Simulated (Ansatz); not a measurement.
**Geometry relaxation, with input and output: Al5Cu2 (part 2 of 2)**

The same run, continued: Al5Cu2 (slab, 14 atoms in the cell); DFT PBE+D3(BJ), scalar-relativistic, plane waves, PAW, no spin polarisation (Ansatz 0.2.0); cutoff 420 eV, 7×7×1 k-mesh, Gaussian smearing of 0.1 eV. The structure derives from an entry of the Crystallography Open Database. The input holds or restrains some coordinates. Forces given for the steps count only the free coordinates. It belongs to a series of runs on one base structure; here: clean slab, lower half held.

Geometry of the input (Å; fractional positions):
```
4.8104  0.0000  0.0000
-2.4052  4.2175  0.0000
0.0000  0.0000  25.4350
Al 0.4082  0.8164  0.3342
Al 0.0918  0.1836  0.3342
Al 0.7500  0.5000  0.3867
Cu 0.7500  0.0000  0.4171
Cu 0.2500  0.0000  0.4171
Al 0.2500  0.5000  0.4475
Al 0.9082  0.8164  0.5000
Al 0.5918  0.1836  0.5000
Al 0.2500  0.5000  0.5525
Cu 0.2500  0.0000  0.5829
Cu 0.7500  0.0000  0.5829
Al 0.7500  0.5000  0.6133
Al 0.4082  0.8164  0.6658
Al 0.0918  0.1836  0.6658
```

```
WARN: The input density's exchange-correlation potential varies sharply where the density is thin. Do not read a vacuum level from v_tot or v_xc, or from such a field of the output density. On a cell that repeats whose density bears no net charge and no dipole along the vacuum's axis use v_es (v_loc + v_h of the components); under efield.dipole_correction with no amplitude use v_es + v_field, which holds any external_charges[].barrier, or the levels of the report's work_function block, which leave it out; under a non-zero efield.amplitude the vacuum is tilted and has no level; on a cell that repeats and bears such a dipole with no correction it is tilted too, and efield.dipole_correction with no amplitude gives each side of its ramp a level where efield: is served; in a cell that repeats whose density bears a net charge (total_charge, or a fill off its count) it is curved and has none; of a slab under crystal.periodic whose density bears no net charge use v_es, which has a level on each side, short of where the two are joined; of another it falls or rises all the way out and has none; of a slab beside external_charges read slab_vacuum_level instead, which it has where they leave it neutral. The grid or the basis barely resolves most such structure, and the values can differ between equally converged runs; as a rule a tighter scf.convergence.dr2_threshold does not remove it. Where the density itself ripples (under the LDA too) a higher basis.ecutwfc lessens it. The files hold the spikes' plane waves up to the density's cutoff. Files: v_tot and the like, and their columns of v_z.tsv (output.write_potential); v_xc and the like, and their columns of v_comp_z.tsv (output.write_potential_components); where files of the output density stand in their place, no point of their own thin density is over the threshold below, and this is of outcome.potential() and, of a run that writes arrays (npy), the arrays of these names. Measured: with its Gaussian average of σ = 0.25 Å subtracted twice, the exchange-correlation potential is over 0.1 eV at 12 of the grid points where the equally averaged density (valence and model cores) is under 1e-3 e/Å³, and 0.121 eV at the most among them, at an averaged density of 8.5e-8 e/Å³. See output.write_potential in the manual, Limitations
SCF converged after 7 iterations
Free energy (F): -31879.462612 eV
Harris-Foulkes:  -31879.462612 eV  (|F-HF|=1.35e-8)
Internal energy: -31879.430238 eV  (E = F + TS)
E sigma→0 (E₀):  -31879.446425 eV
Entropy (-TS):   -0.032374 eV (-2.312 meV/atom)
Fermi energy:    1.633914 eV
Dipole field:    D = 0.001179 V/Å  (p = 0.003363 e·Å, saw-weighted, corrected)
Work function:   Φ+ = 4.3340 eV   Φ− = 4.3640 eV
Levels:          The Fermi level and band energies are counted from a zero that moves with the ramp; work functions are not
--- Per-component energies (eV) ---
  E_band       = -2765.246864
  E_kinetic    = 1421.642217
  E_local      = -118843.290379  (includes V_loc(G=0)·N_el)
  E_nonlocal   = 1639.003581
  E_hartree    = 57787.842039
  E_xc         = -755.403134
  E_vxc        = -751.731555  (∫ρ·V_xc dr)
  E_paw        = -11304.084251  (= ΣΔE_a)
  E_vpaw       = -1806.515966  (= ΣTr[D̂ρ^β])
  E_aug_tail   = 0.001155  (compensation charges beyond the density's cutoff)
  E_efield     = 0.000002  (sawtooth field / dipole correction)
  E_vefield    = -0.001620  (∫n·V_field dr)
  E_ewald      = 38179.287820
  E_disp       = -4.429289  (pairwise vdW)
  E_smearing   = -0.032374  (= −TS)
  E_closure    = -0.000000  (closes the sum)
  Σ components = -31879.462612   (vs F -31879.462612, Δ=0.00e0)
--- Forces (eV/Å), atoms counted from 1 ---
  atom   1  Al    -0.00000000     0.18604472    -0.19685645
  atom   2  Al    -0.00000000    -0.18604472    -0.19685645
  atom   3  Al    -0.00000000     0.00000000    -0.18234487
  atom   4  Cu     0.00000000     0.00000000     0.26937075
  atom   5  Cu     0.00000000     0.00000000     0.26937075
  atom   6  Al     0.00000000     0.00000000     0.04106785
  atom   7  Al     0.00000000    -0.00141768    -0.00145454
  atom   8  Al    -0.00000000     0.00141768    -0.00145454
  atom   9  Al    -0.00000000     0.00000000    -0.00899726
  atom  10  Cu    -0.00000000    -0.00000000     0.00127672
  atom  11  Cu     0.00000000     0.00000000     0.00127672
  atom  12  Al     0.00000000     0.00000000     0.00511812
  atom  13  Al     0.00000000    -0.00969060     0.00023060
  atom  14  Al    -0.00000000     0.00969060     0.00023060
  max |Σ_I F_I| component: 2.20e-5 eV/Å
--- Band table (eV; the first three rows and the last of 16) ---
  k-point 0: bands = ["-112.3272", "-112.3166", "-112.2500", "-112.2394", "-69.7116", "-69.6984", "-69.6966", "-69.6881", "-69.6778", "-69.6399", "-69.6171", "-69.6147", "-69.6127", "-69.6044", "-69.5922", "-69.5143", "-9.2133", "-8.3010", "-6.7138", "-5.0110", "-3.9845", "-3.9204", "-3.7637", "-3.7462", "-3.6740", "-3.6240", "-3.4706", "-3.0493", "-2.8547", "-2.7925", "-2.7165", "-2.6013", "-2.4543", "-2.4034", "-2.2378", "-2.1204", "-1.7754", "-1.7667", "-1.6885", "-1.6872", "-1.6176", "-1.2034", "-1.0529", "-1.0513", "-0.4421", "-0.4212", "-0.3751", "-0.2479", "0.1753", "0.5433", "0.6963", "0.8672", "0.9983", "1.1500", "1.2196", "2.1432", "2.2105", "2.4165", "2.6613", "2.8388", "3.2691", "3.7238", "3.7713", "3.8251", "4.0604", "4.3239", "4.6060"]
  k-point 1: bands = ["-112.3272", "-112.3166", "-112.2500", "-112.2394", "-69.7116", "-69.6984", "-69.6966", "-69.6881", "-69.6778", "-69.6399", "-69.6171", "-69.6147", "-69.6127", "-69.6044", "-69.5922", "-69.5143", "-9.0415", "-8.1289", "-6.5608", "-4.8732", "-4.1305", "-3.8757", "-3.8280", "-3.7518", "-3.7220", "-3.6850", "-3.4845", "-3.1929", "-3.0209", "-2.9891", "-2.6239", "-2.5682", "-2.5053", "-2.4512", "-2.3903", "-2.3695", "-2.2512", "-1.7769", "-1.7666", "-1.6890", "-1.6884", "-1.5857", "-1.5401", "-1.3804", "-0.7931", "-0.6880", "-0.2595", "-0.2420", "-0.1101", "0.2227", "1.0609", "1.0834", "1.3316", "1.3984", "1.6126", "2.2299", "2.6855", "2.9097", "2.9238", "3.3818", "3.4615", "3.5744", "3.7448", "3.9434", "4.5042", "4.8872", "5.0405"]
  k-point 2: bands = ["-112.3272", "-112.3166", "-112.2500", "-112.2394", "-69.7116", "-69.6984", "-69.6966", "-69.6881", "-69.6778", "-69.6399", "-69.6171", "-69.6147", "-69.6127", "-69.6044", "-69.5922", "-69.5143", "-8.5304", "-7.6184", "-6.1097", "-5.2089", "-4.5237", "-4.4132", "-3.8149", "-3.7139", "-3.6842", "-3.6223", "-3.5705", "-3.5043", "-3.4222", "-3.2766", "-2.8841", "-2.7619", "-2.5914", "-2.5571", "-2.4912", "-2.4380", "-2.4286", "-2.3716", "-2.2040", "-1.7803", "-1.7665", "-1.6925", "-1.6883", "-1.4401", "-1.3345", "-1.1604", "-0.5812", "-0.3329", "-0.1208", "-0.0666", "0.3937", "1.0298", "1.4746", "1.7210", "2.3401", "2.5321", "2.9422", "3.5547", "3.7943", "4.0989", "4.1916", "4.4509", "4.6742", "5.0085", "5.1388", "5.3375", "5.4331"]
  k-point 15: bands = ["-112.3231", "-112.3207", "-112.2459", "-112.2435", "-69.7034", "-69.7008", "-69.6841", "-69.6818", "-69.6596", "-69.6353", "-69.6260", "-69.6223", "-69.6107", "-69.6084", "-69.5796", "-69.5564", "-7.9882", "-7.0776", "-5.7443", "-5.6408", "-4.9011", "-4.7459", "-4.0938", "-4.0217", "-3.9590", "-3.4524", "-3.3490", "-3.0539", "-3.0215", "-2.9457", "-2.8603", "-2.8309", "-2.7558", "-2.6789", "-2.6431", "-2.6307", "-2.6162", "-2.5017", "-2.4671", "-2.3765", "-2.2468", "-2.1478", "-2.0432", "-1.7649", "-1.7092", "-1.0817", "-0.6487", "-0.5900", "-0.0312", "0.2974", "0.6693", "1.1821", "1.3174", "1.7244", "2.1085", "2.4906", "2.7469", "3.2766", "3.6481", "4.1710", "4.2998", "5.0514", "5.4685", "5.7190", "5.7630", "6.3082", "6.3774"]
--- Relaxed structure (4 steps of the walk, 4 accepted, 0 SCFs on fresh bases) ---
  F+E_penalty+E_count = -31879.46261169 eV   max|allowed force component| = 9.691e-3 eV/Å
  atoms:
    - { symbol: Al, position: [0.40820484515, 0.8164096903, 0.3341856593] }
    - { symbol: Al, position: [0.09179515485, 0.1835903097, 0.3341856593] }
    - { symbol: Al, position: [0.7499999999999999, 0.5, 0.3866509235000001] }
    - { symbol: Cu, position: [0.75, 0.0, 0.41709282960000005] }
    - { symbol: Cu, position: [0.25, 0.0, 0.41709282960000005] }
    - { symbol: Al, position: [0.25, 0.5, 0.4475347358000001] }
    - { symbol: Al, position: [0.9081446926330561, 0.8162893852661119, 0.5004899847049152] }
    - { symbol: Al, position: [0.591855307366944, 0.18371061473388803, 0.5004899847049152] }
    - { symbol: Al, position: [0.25, 0.5, 0.554799303629741] }
    - { symbol: Cu, position: [0.25, 4.5665401526389746e-35, 0.5831136888979811] }
    - { symbol: Cu, position: [0.75, 2.2832700763194873e-35, 0.5831136888979811] }
    - { symbol: Al, position: [0.7499999999999999, 0.5, 0.6191103556114393] }
    - { symbol: Al, position: [0.4128850665023056, 0.8257701330046112, 0.6689905698610028] }
    - { symbol: Al, position: [0.08711493349769442, 0.17422986699538884, 0.6689905698610028] }
```

## Trajectory as extended XYZ (Å, eV, eV/Å), 4 frames, from step=1 to step=4
```
14
Lattice="4.8104 0.0000 0.0000 -2.4052 4.2175 0.0000 0.0000 0.0000 25.4350" Properties=species:S:1:pos:R:3:forces:R:3 step=1 energy=-31879.42615
Al    0.0000    3.4432    8.5000    0.0000   0.1766  -0.1882
Al    0.0000    0.7743    8.5000    0.0000  -0.1766  -0.1882
Al    2.4052    2.1087    9.8345    0.0000   0.0000  -0.1787
Cu    3.6078    0.0000   10.6087    0.0000   0.0000   0.2267
Cu    1.2026    0.0000   10.6087    0.0000   0.0000   0.2267
Al    0.0000    2.1087   11.3830    0.0000   0.0000  -0.1038
Al    2.4052    3.4432   12.7175    0.0000  -0.0043   0.0000
Al    2.4052    0.7743   12.7175    0.0000   0.0043   0.0000
Al    0.0000    2.1087   14.0519    0.0000   0.0000   0.1038
Cu    1.2026    0.0000   14.8262    0.0000   0.0000  -0.2267
Cu    3.6078    0.0000   14.8262    0.0000   0.0000  -0.2267
Al    2.4052    2.1087   15.6005    0.0000   0.0000   0.1787
Al    0.0000    3.4432   16.9350    0.0000   0.1766   0.1882
Al    0.0000    0.7743   16.9350    0.0000  -0.1766   0.1882
14
Lattice="4.8104 0.0000 0.0000 -2.4052 4.2175 0.0000 0.0000 0.0000 25.4350" Properties=species:S:1:pos:R:3:forces:R:3 step=2 energy=-31879.45132
Al    0.0000    3.4432    8.5000    0.0000   0.1868  -0.1911
Al    0.0000    0.7743    8.5000    0.0000  -0.1868  -0.1911
Al    2.4052    2.1087    9.8345    0.0000   0.0000  -0.1790
Cu    3.6078    0.0000   10.6087    0.0000   0.0000   0.2540
Cu    1.2026    0.0000   10.6087    0.0000   0.0000   0.2540
Al    0.0000    2.1087   11.3830    0.0000   0.0000  -0.0256
Al    2.4052    3.4457   12.7258    0.0000  -0.0098   0.0238
Al    2.4052    0.7718   12.7258    0.0000   0.0098   0.0238
Al    0.0000    2.1087   14.0809    0.0000   0.0000   0.0583
Cu    1.2026    0.0000   14.8421    0.0000   0.0000  -0.1760
Cu    3.6078    0.0000   14.8421    0.0000   0.0000  -0.1760
Al    2.4052    2.1087   15.6590    0.0000   0.0000   0.1251
Al    0.0000    3.4729   16.9869    0.0000   0.0048   0.1001
Al    0.0000    0.7446   16.9869    0.0000  -0.0048   0.1001
14
Lattice="4.8104 0.0000 0.0000 -2.4052 4.2175 0.0000 0.0000 0.0000 25.4350" Properties=species:S:1:pos:R:3:forces:R:3 step=3 energy=-31879.46205
Al    0.0000    3.4432    8.5000    0.0000   0.1885  -0.1950
Al    0.0000    0.7743    8.5000    0.0000  -0.1885  -0.1950
Al    2.4052    2.1087    9.8345    0.0000   0.0000  -0.1821
Cu    3.6078    0.0000   10.6087    0.0000   0.0000   0.2725
Cu    1.2026    0.0000   10.6087    0.0000   0.0000   0.2725
Al    0.0000    2.1087   11.3830    0.0000   0.0000   0.0335
Al    2.4052    3.4439   12.7309    0.0000  -0.0033   0.0080
Al    2.4052    0.7736   12.7309    0.0000   0.0033   0.0080
Al    0.0000    2.1087   14.1076    0.0000   0.0000   0.0090
Cu    1.2026    0.0000   14.8371    0.0000   0.0000  -0.0137
Cu    3.6078    0.0000   14.8371    0.0000   0.0000  -0.0137
Al    2.4052    2.1087   15.7305    0.0000   0.0000   0.0336
Al    0.0000    3.4825   17.0249    0.0000  -0.0048  -0.0188
Al    0.0000    0.7350   17.0249    0.0000   0.0048  -0.0188
14
Lattice="4.8104 0.0000 0.0000 -2.4052 4.2175 0.0000 0.0000 0.0000 25.4350" Properties=species:S:1:pos:R:3:forces:R:3 step=4 energy=-31879.46261
Al    0.0000    3.4432    8.5000    0.0000   0.1860  -0.1969
Al    0.0000    0.7743    8.5000    0.0000  -0.1860  -0.1969
Al    2.4052    2.1087    9.8345    0.0000   0.0000  -0.1823
Cu    3.6078    0.0000   10.6087    0.0000   0.0000   0.2694
Cu    1.2026    0.0000   10.6087    0.0000   0.0000   0.2694
Al    0.0000    2.1087   11.3830    0.0000   0.0000   0.0411
Al    2.4052    3.4427   12.7299    0.0000  -0.0014  -0.0015
Al    2.4052    0.7748   12.7299    0.0000   0.0014  -0.0015
Al    0.0000    2.1087   14.1113    0.0000   0.0000  -0.0090
Cu    1.2026    0.0000   14.8315    0.0000   0.0000   0.0013
Cu    3.6078    0.0000   14.8315    0.0000   0.0000   0.0013
Al    2.4052    2.1087   15.7470    0.0000   0.0000   0.0051
Al    0.0000    3.4827   17.0158    0.0000  -0.0097   0.0002
Al    0.0000    0.7348   17.0158    0.0000   0.0097   0.0002
```

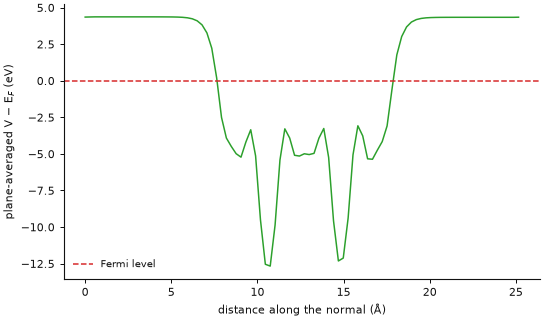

**Figure 1.** Plane average of the electrostatic potential energy of an electron across the cell, from the Fermi level. The vacuum level lies 4.33 eV above the Fermi level on the upper side and 4.36 eV on the lower.

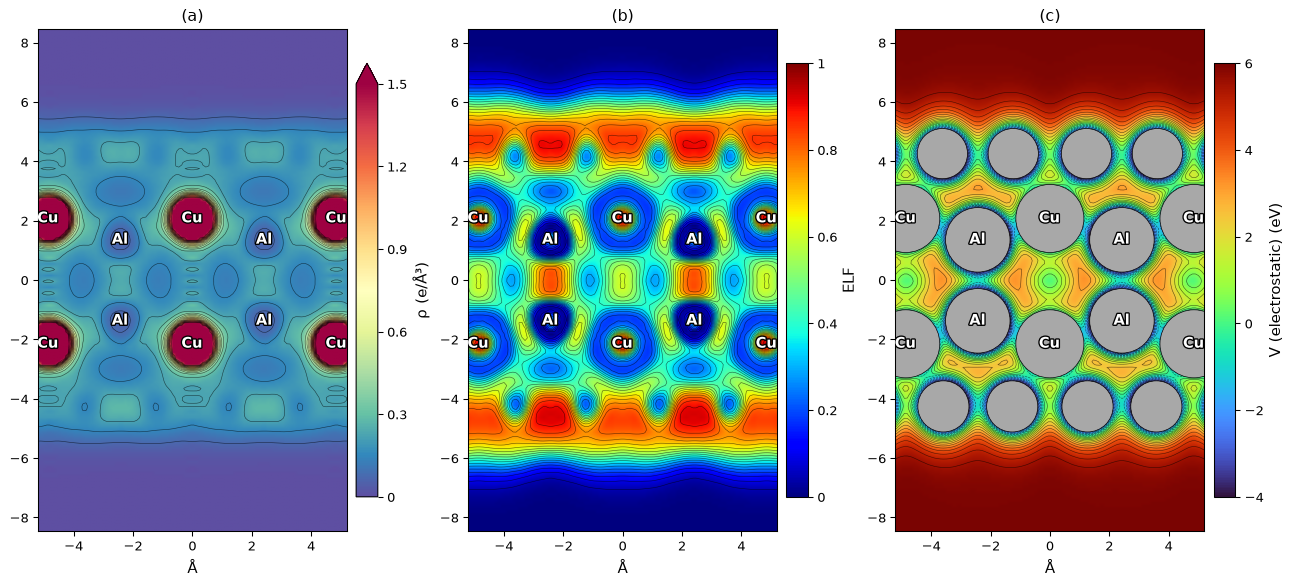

**Figure 2.** (a) valence pseudo-density; (b) ELF; (c) electrostatic potential energy of an electron on the (100) plane of the calculation cell, a cut from vacuum to vacuum. Grey discs, where drawn, cover atomic cores. Al–Cu (2.55 Å): the density is about 0.29 e/Å³ at the midpoint; the ELF peaks at about 0.65 between the atoms. Al–Al (2.73 Å): ρ at the midpoint is about 0.24 e/Å³; the ELF peaks at about 0.85 between the atoms, which marks localised, shared-pair bonding. The density dies away to nearly zero in the vacuum. The strong features right at Cu lie inside the PAW spheres (semicore, d or f shells) and say nothing about bonding. Core electrons are frozen (PAW), so the fields are smoothed inside the atomic spheres.

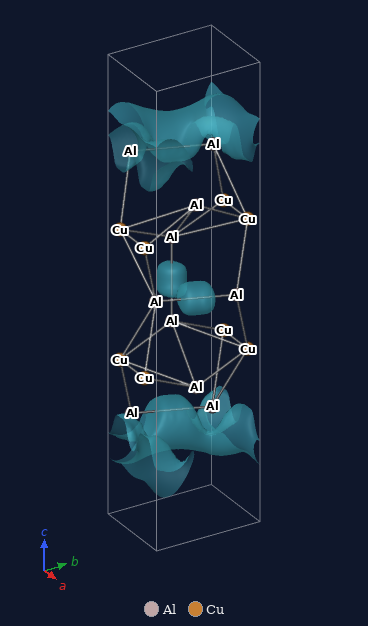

**Figure 3.** Isosurface of the electron localisation function at 0.7 (cyan), seen slightly off an axis. Only the valence region is drawn (cores and ρ < 0.01 e/Å³ removed). Sticks mark near contacts. Values along the shortest contacts: Cu–Cu (2.41 Å): the ELF is about 0.25 at the midpoint (no localised pair between them). Al–Cu (2.53 Å): the ELF peaks at about 0.65 between the atoms.

## Summary

```tsv
quantity	value
outcome	converged under the restraints of the input
electrons treated	106
free energy	−31879.4626 eV
work function, top face	4.33 eV
work function, bottom face	4.36 eV
Fermi energy	1.634 eV
gap on the k-point mesh	none (metallic)
final volume	516.02 Å³
work function (upper face)	4.33 eV
largest force (length of the vector) at the end, held atoms and coordinates included	0.271 eV/Å
wall time	2 min (CPU time 3.8 min)
peak memory	1.1 GiB
```

The program warns: the exchange-correlation potential is rough where the density is thin.
